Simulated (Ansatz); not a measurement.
HfC47: single-point calculation (part 1 of 2)

- system: HfC47 (defect cell, 48 atoms in the cell)
- method: DFT PBE, scalar-relativistic, plane waves, PAW, spin-polarised (Ansatz 0.2.0)

The structure derives from an entry of the Crystallography Open Database.

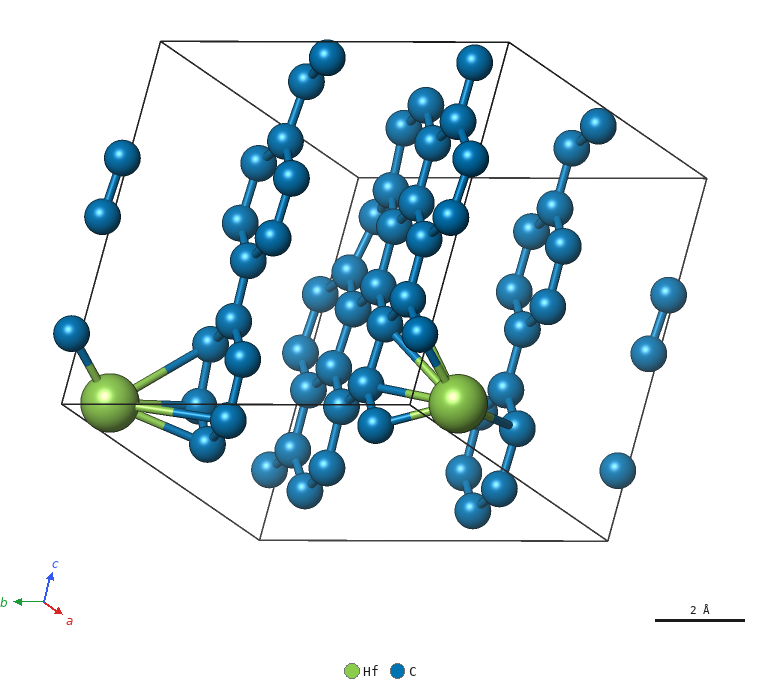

The input geometry (ball-and-stick view of the cell of the calculation, seen at an oblique angle). An atom can appear more than once, as a periodic image.

## Results in brief

- outcome: converged
- electrons treated: 214
- free energy: −27509.3174 eV
- Fermi energy: 7.673 eV
- gap on the k-point mesh: 0.26 eV
- net moment of the cell: 0.00 μB
- integrated absolute moment: 0.00 μB
- largest force (length of the vector): 0.051 eV/Å
- hardware: 4 threads of Arm Neoverse N1, 98 GiB of memory available, shared host
- wall time: 2.5 min (CPU time 10 min)
- peak memory: 2.1 GiB

Spin–orbit coupling is left out, which matters for Hf.

## The input
```yaml
crystal:
  lattice:
    - [3.705, -2.139083, -6.79]
    - [3.705, -2.139083, 6.79]
    - [-7.41, -4.278165, 0.0]
  atoms:
    - { symbol: Hf, position: [0.1578845706, -0.0314299201, 0.0624246585] }
    - { symbol: C, position: [0.5099336742, 0.5326638754, 0.0163852032] }
    - { symbol: C, position: [0.6852005099, 0.6842612575, 0.8470775833] }
    - { symbol: C, position: [0.1767202836, 0.2027814116, 0.8466879232] }
    - { symbol: C, position: [0.3399476409, 0.3687733401, 0.6833357914] }
    - { symbol: C, position: [0.8502754468, 0.8498078145, 0.6819736576] }
    - { symbol: C, position: [0.0055517631, 0.0328150194, 0.5185472512] }
    - { symbol: C, position: [0.5093322372, 0.5260932994, 0.5149284447] }
    - { symbol: C, position: [0.672144675, 0.700181068, 0.3515912012] }
    - { symbol: C, position: [0.1683288683, 0.2020931074, 0.3537727126] }
    - { symbol: C, position: [0.3414111796, 0.371685951, 0.1823726289] }
    - { symbol: C, position: [0.8352021984, 0.8637947487, 0.1868659636] }
    - { symbol: C, position: [0.728606321, 0.2277977315, -0.0190302684] }
    - { symbol: C, position: [0.2414076286, 0.712761196, -0.019874643] }
    - { symbol: C, position: [0.3982913965, 0.8914984892, 0.8134511333] }
    - { symbol: C, position: [0.8962295823, 0.3913184705, 0.8136629065] }
    - { symbol: C, position: [0.0624397715, 0.5593645335, 0.6466602814] }
    - { symbol: C, position: [0.5609503357, 0.0623733066, 0.6475792808] }
    - { symbol: C, position: [0.7292224632, 0.2281101894, 0.4813681423] }
    - { symbol: C, position: [0.2269252178, 0.7296513859, 0.4811186677] }
    - { symbol: C, position: [0.4004612611, 0.8894165764, 0.3152537795] }
    - { symbol: C, position: [0.8928585684, 0.3965164821, 0.3142933388] }
    - { symbol: C, position: [0.0632079165, 0.5577814237, 0.1476444186] }
    - { symbol: C, position: [0.5683194532, 0.0565028764, 0.1477370521] }
    - { symbol: C, position: [0.1878617304, 0.2087441602, 0.0131313692] }
    - { symbol: C, position: [0.6789148615, 0.6917863679, 0.016259836] }
    - { symbol: C, position: [0.8635955059, 0.8240577105, 0.840965659] }
    - { symbol: C, position: [0.3414681897, 0.3696062187, 0.8484507643] }
    - { symbol: C, position: [0.5101183689, 0.5281692614, 0.6819243933] }
    - { symbol: C, position: [1.011943073, 0.0261959701, 0.6825352652] }
    - { symbol: C, position: [0.1706858016, 0.2041593111, 0.5204207354] }
    - { symbol: C, position: [0.6757393584, 0.6939062433, 0.516417622] }
    - { symbol: C, position: [0.8360087, 0.8665212559, 0.3527451996] }
    - { symbol: C, position: [0.3398484523, 0.3641899452, 0.349270574] }
    - { symbol: C, position: [0.508562263, 0.5377522908, 0.1845807327] }
    - { symbol: C, position: [1.0033146798, 0.0287213465, 0.1953779329] }
    - { symbol: C, position: [0.5654028913, 0.0588933347, -0.0193552545] }
    - { symbol: C, position: [0.0665853656, 0.5537145167, -0.0193185911] }
    - { symbol: C, position: [0.2342659353, 0.7214431041, 0.8130780079] }
    - { symbol: C, position: [0.7280384685, 0.2284095668, 0.8141568102] }
    - { symbol: C, position: [0.8956424001, 0.3931039125, 0.6471272761] }
    - { symbol: C, position: [0.3944461899, 0.8951959316, 0.6474470165] }
    - { symbol: C, position: [0.5631001524, 0.0609972758, 0.4817983197] }
    - { symbol: C, position: [0.0595247521, 0.5632779159, 0.4810351886] }
    - { symbol: C, position: [0.2298765694, 0.7259619751, 0.3149269723] }
    - { symbol: C, position: [0.7295583952, 0.2283846245, 0.3146859727] }
    - { symbol: C, position: [0.8940028114, 0.3950376026, 0.1474663299] }
    - { symbol: C, position: [0.4103103257, 0.8810312205, 0.1486119066] }
magnetization:
  spin_polarized: true
basis:
  ecutwfc: 420
  fft_grid_basis: typed
kpoints:
  mp_grid: { grid: [2, 2, 2] }
hamiltonian:
  xc: pbe
  pseudopotentials: { kind: paw }
scf:
  occupations: { method: gaussian, width: 0.05 }
  n_extra_bands: 18
output:
  forces: true
  stress: false
  eigenvalues: true
  bader: false
  write_density: false
  volumetric_format: npy
  populations: true
  band_densities: [{ e_range: [-0.73, -0.12] }, { e_range: [0.12, 0.73] }]
  dos:
    e_range: [-30, 8]
    de: 0.02
    method: { smearing: { sigma: 0.03, scheme: gaussian } }
    projected: { site_lists: { C: [C], Hf: [Hf] } }
checkpoint:
  read: start.run
  write: ck
  compress: false
  write_wavefunctions: false
  write_every: 100000
```

Run as:
```bash
ansatz run input.yaml --threads 4 --pin off --max-ram 10240MiB --backend cpu --events-out ev --progress --plain --runs-dir out
```

## The program's output
```
Warning: checkpoint.read: spin seed differs: saved 4216e2f49712…, current 083a080d8c0e…; the loaded state replaces the seed-built initial guess (but the starting_ns of a DFT+U solve that opens without the state's occupation matrices), so the run may converge into the producing seed's basin, or, where the symmetry group that follows from this deck's starting moments and starting_ns does not hold the saved magnetisation, lose that magnetisation at its first build. Where atoms have moved since the state was saved, this difference can also decide whether moments are moved with them. A self-consistent run of this deck without the state starts from its starting moments and, under a DFT+U term, its starting_ns
scf.n_extra_bands = 18 over 107 filled bands (N_el = 214.0): the run solves 125 bands
Engine: ansatz 0.2.0, aarch64-unknown-linux-gnu
Pseudopotentials: kind: paw
Pseudopotential: Hf, paw, valence charge 26, recommended cutoff 420 eV (normal), Hf.paw.azcp
Pseudopotential: C, paw, valence charge 4, recommended cutoff 420 eV (normal), C.paw.azcp
Functional definition: PBE
  parameter kappa = 0.804
  parameter beta = 0.06672455060314922
  exchange = pbe_x(kappa = kappa, mu = beta*pi^2/3)
  correlation = pbe_c(beta = beta)
Crystal: 48 atoms, lattice volume = 430.502 Å³
Basis set: ecut = 420 eV, 8441 PW (Γ), exchange–correlation on 108×108×120 points (8 copies of the dense FFT grid, shifted against one another)
Bands: 125, of which v1, the nominal top of the filled ones, is band 107 counted from 1 (106 counted from 0)
Symmetry: 1 space group operations
Space group: P1 (ITA 1), of the structure as read, at distance tolerance 7.6e-5 Å
k-points: 8
Non-local potential: Hf, projectors of the file, l = 0: 3, l = 1: 2, l = 2: 2, l = 3: 3
Non-local potential: C, projectors of the file, l = 0: 2, l = 1: 2, l = 2: 1
PAW form: soft (Blöchl's): semilocal exchange-correlation on the pseudo side does not see the compensation charge
PAW one-centre angular grid: Hf, 590 points (default); XC on 64 Gauss nodes
PAW one-centre angular grid: C, 110 points (default); XC on 64 Gauss nodes
Initial density: read from a saved state, or passed on in memory by an earlier SCF of this step, an earlier step, the calling program or the single point that the run made first
Stability of the state it starts from, as read at its close in the collinear treatment: not read negative (Ritz values of 1 − χ₀K, real part plus size of imaginary part, from 0.96 to 1.0, by its mixing steps under no symmetry); its run was given moments
Initial wavefunctions: pseudopotential atomic-orbital guess
Functional: x = pbe(κ = 0.804, μ = 0.2195149727645171), c = pbe(β = 0.06672455060314922)
iter 1 solved again at ethr=8.01e-8 eV; its pass at ethr=3.10e-3 eV (dr2=1.71e-4 eV) is discarded
SCF iter   1: F=—  HF=-27509.317532 eV  |F-HF|=—  |Δ(HF+E_count)|=         —  Δρ=1.02e-6 (↑1.01e-6 ↓1.02e-6)  dr2=2.49e-8  dr2_m=5.67e-11  M=0.000 μB ∫|m|=0.000 μB  β_m=0.30  ethr=8.01e-8  ⟨swp⟩=4.2  Hψ=16030  notcnv=0
eigensolver tolerance schedule: the retry pair's looser diagonalisation over-reported the residual by 6892.99 of it (diagonalisation noise at 0.22 of the residual, at the tolerance the schedule requests for it); recorded, not acted on — ethr = c·dr2/N_el stays at c = 1.0e-1
preconditioner: auto → Resta (q_TF=auto, 2.428 Å⁻¹)  ε∞=5.6  [insulator: Δε(μ)=0.259 eV  Ē_g=11.992 eV  σ=0.050 eV  W_gap=1.00  n_scr=102 (ndim 8)  ℏωp=25.7 eV  f_vac=0.035  D(μ)=0.01/eV (n_scr^D=0)  ε∞_Penn≈5.6]
spin=Collinear: Resta preconditioning applied to the charge; magnetization (m = ρ↑ − ρ↓) channel mixes plain (no charge-response kernel on spin).
SCF iter   2: F=—  HF=-27509.317380 eV  |F-HF|=—  |Δ(HF+E_count)|=   1.52e-4  Δρ=6.55e-7 (↑6.45e-7 ↓6.55e-7)  dr2=1.16e-8  dr2_m=3.70e-11  M=0.000 μB ∫|m|=0.000 μB  β_m=0.51  ethr=1.16e-11  ⟨swp⟩=9.6  Hψ=8877  notcnv=0
SCF iter   3: F=-27509.317380 eV  HF=-27509.317380 eV  |F-HF|=1.70e-9  |Δ(HF+E_count)|=   5.66e-9  Δρ=2.99e-7 (↑2.99e-7 ↓2.99e-7)  dr2=2.26e-9  dr2_m=1.00e-11  M=0.000 μB ∫|m|=0.000 μB  ethr=5.41e-12  ⟨swp⟩=1.0  Hψ=5776  notcnv=0
SCF 1 converged in 3 iterations: F = -27509.317380 eV  dr2 = 2.26e-9
  greatest PAW one-centre occupation: 0.998 electrons in one spin orbital (limit 2), on the Hf atom at site 0 (counted from 0), in its partial waves of l = 0
SCF converged after 3 iterations
Magnetization: 0.0000 μB (107.0000 up, 107.0000 down)
Absolute magnetization: 0.0000 μB (∫|ρ↑−ρ↓|, with the PAW one-centre terms)
Spin contamination: 0.0000 ħ² per cell (⟨S²⟩ above its minimum at these occupations)
Per-site moments (μB) at R_I (Å): [(8.030353984681282e-8, 0.8289216530425547), (-3.4964186209355217e-7, 0.5798979402695281), (-3.6964524419778615e-7, 0.5827332016161434), (-3.3604748383276613e-7, 0.573147817583368), (-4.638451768240775e-7, 0.5807087919206216), (-3.6770693108051836e-7, 0.5828090898134182), (-3.5156912962052303e-7, 0.5801401234017547), (-3.365170562234911e-7, 0.5851355630081967), (-4.6156723004034067e-7, 0.5807412949552946), (-3.405153086549866e-7, 0.5795226897959441), (-3.346416165432741e-7, 0.5795041315129498), (-3.329855037290724e-7, 0.5733671777410133), (-5.698469076673401e-8, 0.5857300831460615), (-9.889705987924933e-8, 0.5918284510454737), (8.520742692711327e-8, 0.5861597676383474), (8.280732723365903e-8, 0.5853670992185674), (8.242480118788543e-8, 0.5857667437516005), (8.300810176038801e-8, 0.5858888470267992), (-2.1782589038835874e-8, 0.5849659898579624), (-5.848224384207155e-8, 0.58621632847617), (6.873223228767111e-8, 0.5892562342549622), (7.480567478514414e-8, 0.5857429425050484), (4.993301591968042e-8, 0.5857702439707366), (6.867196062399156e-8, 0.5893138291314071), (6.140309311324247e-8, 0.573147817583368), (3.2938641715605617e-7, 0.5798979402695281), (1.2700317314952872e-7, 0.5827332016161434), (3.907194051614771e-7, 0.5807087919206216), (3.6653748112174084e-7, 0.5848863314785113), (3.263328984516613e-7, 0.5801401234017547), (4.020136542675055e-7, 0.5823812183394846), (3.6896745772855584e-7, 0.5847855823702052), (3.914703432928566e-7, 0.5807412949552946), (3.1894801834107327e-7, 0.5851355630081967), (3.9590734896034596e-7, 0.5825312240159981), (7.140248846002201e-8, 0.5733671777410133), (1.4227570566306008e-8, 0.5857300831460615), (1.6918546642622117e-8, 0.5887810694117535), (-4.974040497808457e-10, 0.5889480518223595), (-1.225682840077618e-8, 0.5853670992185674), (-5.191108285454831e-8, 0.5849659898579624), (-4.914834556976268e-8, 0.5861597676383474), (-1.8110608514109132e-8, 0.5858888470267992), (-5.365386213132707e-9, 0.5857667437516005), (3.09038379314707e-8, 0.58621632847617), (-1.7897469629398196e-8, 0.5857429425050484), (-3.093883578534216e-8, 0.5857702439707366), (-1.2091617002632711e-8, 0.5916644064015808)]
Free energy (F): -27509.317380 eV
Harris-Foulkes:  -27509.317380 eV  (|F-HF|=1.70e-9)
Internal energy: -27509.317369 eV  (E = F + TS)
E sigma→0 (E₀):  -27509.317374 eV
Entropy (-TS):   -0.000011 eV (-0.000 meV/atom)
Fermi energy:    7.672560 eV
--- Per-component energies (eV) ---
  E_band       = -507.073244
  E_kinetic    = 4713.902316
  E_local      = -15319.138651  (includes V_loc(G=0)·N_el)
  E_nonlocal   = 42.060287
  E_hartree    = 6012.494562
  E_xc         = -2561.949914
  E_vxc        = -3067.465238  (∫ρ·V_xc dr)
  E_paw        = -11598.804643  (= ΣΔE_a)
  E_vpaw       = 1098.579800  (= ΣTr[D̂ρ^β])
  E_aug_tail   = 0.000340  (compensation charges beyond the density's cutoff)
  E_ewald      = -8797.881666
  E_smearing   = -0.000011  (= −TS)
  E_closure    = -0.000000  (closes the sum)
  Σ components = -27509.317380   (vs F -27509.317380, Δ=0.00e0)
```
